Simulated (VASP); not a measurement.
**Run report: TiAl, geometry relaxation (part 2 of 2)**

The same run, continued: TiAl (Pm-3m, 2 atoms in the cell); Kohn-Sham DFT of a periodic cell, r2SCAN, VASP PAW PBE potentials, recommended, no spin polarisation (VASP 6.6.1); cutoff 600 eV, 8×8×8 k-mesh, fermi-dirac of 0.05 eV. The structure derives from a Materials Project entry.

Geometry of the input (Å; fractional positions):
```
3.1791  0.0000  0.0000
0.0000  3.1791  0.0000
0.0000  0.0000  3.1791
Ti 0.0000  0.0000  0.0000
Al 0.5000  0.5000  0.5000
```

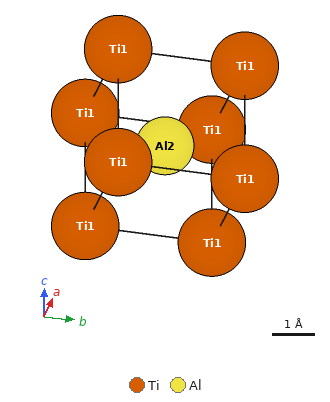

Fig. 1: The geometry at step 1 of the log (spheres-only view of the cell of the calculation, seen at an oblique angle; atoms are numbered from 1 in the order of the input).

## Parts of OUTCAR, continued
```
   k-points           NKPTS =     35   k-points in BZ     NKDIM =     35   number of bands    NBANDS=     11
   number of dos      NEDOS =    301   number of ions     NIONS =      2
   total plane-waves  NPLWV =  21952
   dimension x,y,z NGX =    28 NGY =   28 NGZ =   28
   dimension x,y,z NGXF=    56 NGYF=   56 NGZF=   56
   ions per type =               1   1
   NGX,Y,Z   is equivalent  to a cutoff of  14.64, 14.64, 14.64 a.u.
   NGXF,Y,Z  is equivalent  to a cutoff of  29.28, 29.28, 29.28 a.u.
 SYSTEM =  unknown system
   PREC   = accura    normal or accurate (medium, high low for compatibility)
   ISTART =      0    job   : 0-new  1-cont  2-samecut
   ICHARG =      2    charge: 1-file 2-atom 10-const
   ISPIN  =      1    spin polarized calculation?
   LNONCOLLINEAR =      F non collinear calculations
   LSORBIT =      F    spin-orbit coupling
   LASPH  =      T    aspherical Exc in radial PAW
   ENCUT  =  600.0 eV  44.10 Ry    6.64 a.u.   6.35  6.35  6.35*2*pi/ulx,y,z
   NELM   =    100;   NELMIN=  2; NELMDL= -5     # of ELM steps
   EDIFF  = 0.1E-06   stopping-criterion for ELM
   LREAL  =      F    real-space projection
   EDIFFG = -.2E-01   stopping-criterion for IOM
   NSW    =     60    number of steps for IOM
   IBRION =      2    ionic relax: 0-MD 1-quasi-New 2-CG
   NFREE  =      1    steps in history (QN), initial steepest desc. (CG)
   ISIF   =      3    stress and relaxation
   ISYM   =      2    0-nonsym 1-usesym 2-fastsym
   POTIM  = 0.5000    time-step for ionic-motion
   TEBEG  =    0.0;   TEEND  =   0.0 temperature during run
   PSTRESS=    0.0 pullay stress
   NELECT =      15.0000    total number of electrons
   NUPDOWN=      -1.0000    fix difference up-down
   EMIN   =  10.00;   EMAX   =-10.00  energy-range for DOS
   EFERMI =   0.00;   METHOD = LEGACY
   ISMEAR =    -1;   SIGMA  =   0.05  broadening in eV -4-tet -1-fermi 0-gaus
   EFERMI_NEDOS =   21; number of points for ismear=-14 and -15
   IALGO  =     38    algorithm
   IMIX   =      4    mixing-type and parameters
     AMIX     =   0.40;   BMIX     =  1.00
     AMIX_MAG =   1.60;   BMIX_MAG =  1.00
  volume/ion in A,a.u.               =      16.06       108.41
  Fermi-wavevector in a.u.,A,eV,Ry     =   1.270007  2.399964 21.945065  1.612917
  Thomas-Fermi vector in A             =   2.403017
   LORBIT       =      0    0 simple, 1 ext, 2 COOP (PROOUT), +10 PAW based schemes
   METAGGA = R2SCAN    functional components
   LHFCALC =     F    Hartree Fock is set to
   AEXX    =    0.0000 exact exchange contribution
   IVDW    =     0    specifies the selected vdW correction
   LEPSILON=     F    determine dielectric tensor
   LRPA    =     F    only Hartree local field effects (RPA)
 conjugate gradient relaxation of ions
 non-spin polarized calculation
  energy-cutoff  :      600.00
  volume of cell :       32.13
 maximum number of plane-waves:      1108
 NGX is ok and might be reduce to    28
   NGX = 13   NGY = 13   NGZ = 13

--------------------------------------- Ionic step        1  -------------------------------------------

 number of electron      15.0000003 magnetization

 Free energy of the ion-electron system (eV)
  ---------------------------------------------------
  ext. energy  EPLUGINS =         0.00000000
  ---------------------------------------------------
  free energy    TOTEN  =       -20.31395681 eV

  energy without entropy =      -20.29508021  energy(sigma->0) =      -20.30451851

------------------------ aborting loop because EDIFF is reached ----------------------------------------

  FORCE on cell =-STRESS in cart. coord.  units (eV):
  Direction    XX          YY          ZZ          XY          YZ          ZX
  --------------------------------------------------------------------------------------
  -------------------------------------------------------------------------------------
  Total       -0.1136410     -0.1136410     -0.1136410      0.0000000      0.0000000      0.0000000
  in kB       -5.6669290     -5.6669290     -5.6669290      0.0000000      0.0000000      0.0000000
  external PRESSURE =      -5.6669290 kB  Pullay stress =       0.0000000 kB

 VOLUME and BASIS-vectors are now :
 -----------------------------------------------------------------------------
  energy-cutoff  :      600.00
  volume of cell :       32.13
      direct lattice vectors                 reciprocal lattice vectors
     3.179064000  0.000000000  0.000000000     0.314557996  0.000000000  0.000000000
     0.000000000  3.179064000  0.000000000     0.000000000  0.314557996  0.000000000
     0.000000000  0.000000000  3.179064000     0.000000000  0.000000000  0.314557996

 POSITION                                       TOTAL-FORCE (eV/Angst)
 -----------------------------------------------------------------------------------
      0.00000      0.00000      0.00000         0.000000      0.000000      0.000000
      1.58953      1.58953      1.58953         0.000000      0.000000      0.000000
 -----------------------------------------------------------------------------------
    total drift:                               -0.000000     -0.000000     -0.000000

  FREE ENERGIE OF THE ION-ELECTRON SYSTEM (eV)
  ---------------------------------------------------
  free  energy   TOTEN  =       -20.3139568061 eV

  energy  without entropy=      -20.2950802132  energy(sigma->0) =      -20.30451851

--------------------------------------- Ionic step        2  -------------------------------------------

 number of electron      15.0000003 magnetization

------------------------ aborting loop because EDIFF is reached ----------------------------------------

  FORCE on cell =-STRESS in cart. coord.  units (eV):
  Direction    XX          YY          ZZ          XY          YZ          ZX
  --------------------------------------------------------------------------------------
  -------------------------------------------------------------------------------------
  Total        0.0850609      0.0850609      0.0850609     -0.0000000      0.0000000     -0.0000000
  in kB        4.2768006      4.2768006      4.2768006     -0.0000000      0.0000000     -0.0000000
  external PRESSURE =       4.2768006 kB  Pullay stress =       0.0000000 kB

 VOLUME and BASIS-vectors are now :
 -----------------------------------------------------------------------------
  energy-cutoff  :      600.00
  volume of cell :       31.87
      direct lattice vectors                 reciprocal lattice vectors
     3.170349641 -0.000000000  0.000000000     0.315422623 -0.000000000 -0.000000000
     0.000000000  3.170349641  0.000000000     0.000000000  0.315422623 -0.000000000
     0.000000000  0.000000000  3.170349641    -0.000000000 -0.000000000  0.315422623

 POSITION                                       TOTAL-FORCE (eV/Angst)
 -----------------------------------------------------------------------------------
      0.00000      0.00000      0.00000        -0.000000     -0.000000      0.000000
      1.58517      1.58517      1.58517         0.000000      0.000000      0.000000
 -----------------------------------------------------------------------------------
    total drift:                               -0.000000     -0.000000     -0.000000

  FREE ENERGIE OF THE ION-ELECTRON SYSTEM (eV)
  ---------------------------------------------------
  free  energy   TOTEN  =       -20.3140779997 eV

  energy  without entropy=      -20.2953263160  energy(sigma->0) =      -20.30470216

--------------------------------------- Ionic step        3  -------------------------------------------

 number of electron      15.0000003 magnetization

 Free energy of the ion-electron system (eV)
  ---------------------------------------------------
  ext. energy  EPLUGINS =         0.00000000
  ---------------------------------------------------
  free energy    TOTEN  =       -20.31422529 eV

  energy without entropy =      -20.29542072  energy(sigma->0) =      -20.30482300

 E-fermi :   8.8707     XC(G=0): -11.9236     alpha+bet :-16.4608

 val. band max:        8.8321879933   @ k =   0.5000   0.3750   0.2500
 cond. band min:       8.8736785501   @ k =   0.3750   0.3750   0.2500
 fundamental gap:      0.0414905568
 Fermi energy:         8.8707129580

 k-point     1 :       0.0000    0.0000    0.0000
  band No.  band energies     occupation
      1     -50.3963      2.00000
      2     -25.5502      2.00000
      3     -25.5502      2.00000
      4     -25.5502      2.00000
      5      -1.0026      2.00000
      6       7.2471      2.00000
      7       7.2471      2.00000
      8      10.9334      0.00000
      9      10.9334      0.00000
     10      10.9334      0.00000
     11      13.5270      0.00000

 k-point     2 :       0.1250    0.0000    0.0000
  band No.  band energies     occupation
      1     -50.3939      2.00000
      2     -25.5779      2.00000
      3     -25.5478      2.00000
      4     -25.5478      2.00000
      5      -0.7407      2.00000
      6       7.0784      2.00000
      7       7.3668      2.00000
      8      10.5167      0.00000
      9      10.5167      0.00000
     10      10.9639      0.00000
     11      12.6273      0.00000

 k-point     3 :       0.2500    0.0000    0.0000
  band No.  band energies     occupation
      1     -50.3881      2.00000
      2     -25.6443      2.00000
      3     -25.5421      2.00000
      4     -25.5421      2.00000
      5       0.0228      2.00000
      6       6.2437      2.00000
      7       7.6823      2.00000
      8       9.8347      0.00000
      9       9.8347      0.00000
     10      11.0390      0.00000
     11      11.7749      0.00000

 k-point     4 :       0.3750    0.0000    0.0000
  band No.  band energies     occupation
      1     -50.3822      2.00000
      2     -25.7101      2.00000
      3     -25.5363      2.00000
      4     -25.5363      2.00000
      5       1.2189      2.00000
      6       4.6730      2.00000
      7       8.0473      2.00000
      8       9.3383      0.00017
      9       9.3383      0.00017
     10      11.1159      0.00000
     11      11.8246      0.00000

 k-point     5 :       0.5000    0.0000    0.0000
  band No.  band energies     occupation
      1     -50.3798      2.00000
      2     -25.7371      2.00000
      3     -25.5339      2.00000
      4     -25.5339      2.00000
      5       2.4285      2.00000
      6       3.2684      2.00000
      7       8.2182      2.00000
      8       9.1617      0.00592
      9       9.1617      0.00592
     10      11.1484      0.00000
     11      12.0001      0.00000

 [... the levels of 18 k-points are left out ...]

 k-point    24 :       0.5000    0.3750    0.1250
  band No.  band energies     occupation
      1     -50.3641      2.00000
      2     -25.7108      2.00000
      3     -25.6816      2.00000
      4     -25.5454      2.00000
      5       3.5506      2.00000
      6       5.5574      2.00000
      7       6.7246      2.00000
      8       8.1833      2.00000
      9       9.8962      0.00000
     10       9.9253      0.00000
     11      11.8416      0.00000

 [... further k-points ...]

------------------------ aborting loop because EDIFF is reached ----------------------------------------

  FORCE on cell =-STRESS in cart. coord.  units (eV):
  Direction    XX          YY          ZZ          XY          YZ          ZX
  --------------------------------------------------------------------------------------
  -------------------------------------------------------------------------------------
  Total        0.0004469      0.0004469      0.0004469     -0.0000000     -0.0000000      0.0000000
  in kB        0.0223930      0.0223930      0.0223930     -0.0000000     -0.0000000      0.0000000
  external PRESSURE =       0.0223930 kB  Pullay stress =       0.0000000 kB

 VOLUME and BASIS-vectors are now :
 -----------------------------------------------------------------------------
  energy-cutoff  :      600.00
  volume of cell :       31.98
      direct lattice vectors                 reciprocal lattice vectors
     3.174051344 -0.000000000  0.000000000     0.315054765 -0.000000000 -0.000000000
     0.000000000  3.174051344  0.000000000     0.000000000  0.315054765 -0.000000000
     0.000000000  0.000000000  3.174051344    -0.000000000 -0.000000000  0.315054765

 POSITION                                       TOTAL-FORCE (eV/Angst)
 -----------------------------------------------------------------------------------
      0.00000      0.00000      0.00000        -0.000000     -0.000000      0.000000
      1.58703      1.58703      1.58703         0.000000      0.000000      0.000000
 -----------------------------------------------------------------------------------
    total drift:                               -0.000000     -0.000000     -0.000000

  FREE ENERGIE OF THE ION-ELECTRON SYSTEM (eV)
  ---------------------------------------------------
  free  energy   TOTEN  =       -20.3142252885 eV

  energy  without entropy=      -20.2954207203  energy(sigma->0) =      -20.30482300

 reached required accuracy - stopping structural energy minimisation
```

## CONTCAR
```
TiAl
   1.00000000000000
     3.1740513440825855   -0.0000000000000000    0.0000000000000000
     0.0000000000000000    3.1740513440825855    0.0000000000000000
     0.0000000000000000    0.0000000000000000    3.1740513440825855
  Ti              Al
     1     1
Direct
     0.0000000000000000    0.0000000000000000    0.0000000000000000
     0.5000000000000000    0.5000000000000000    0.5000000000000000

  0.00000000E+00  0.00000000E+00  0.00000000E+00
  0.00000000E+00  0.00000000E+00  0.00000000E+00
```

## Trajectory as extended XYZ (Å, eV, eV/Å), 3 frames, from step=0 to step=2
```
2
Lattice="3.1791 0.0000 0.0000 0.0000 3.1791 0.0000 0.0000 0.0000 3.1791" Properties=species:S:1:pos:R:3:forces:R:3 step=0 energy=-20.31396
Ti    0.0000    0.0000    0.0000    0.0000   0.0000   0.0000
Al    1.5895    1.5895    1.5895    0.0000   0.0000   0.0000
2
Lattice="3.1703 -0.0000 0.0000 0.0000 3.1703 0.0000 0.0000 0.0000 3.1703" Properties=species:S:1:pos:R:3:forces:R:3 step=1 energy=-20.31408
Ti    0.0000    0.0000    0.0000    0.0000   0.0000   0.0000
Al    1.5852    1.5852    1.5852    0.0000   0.0000   0.0000
2
Lattice="3.1741 -0.0000 0.0000 0.0000 3.1741 0.0000 0.0000 0.0000 3.1741" Properties=species:S:1:pos:R:3:forces:R:3 step=2 energy=-20.31423
Ti    0.0000    0.0000    0.0000    0.0000   0.0000   0.0000
Al    1.5870    1.5870    1.5870    0.0000   0.0000   0.0000
```
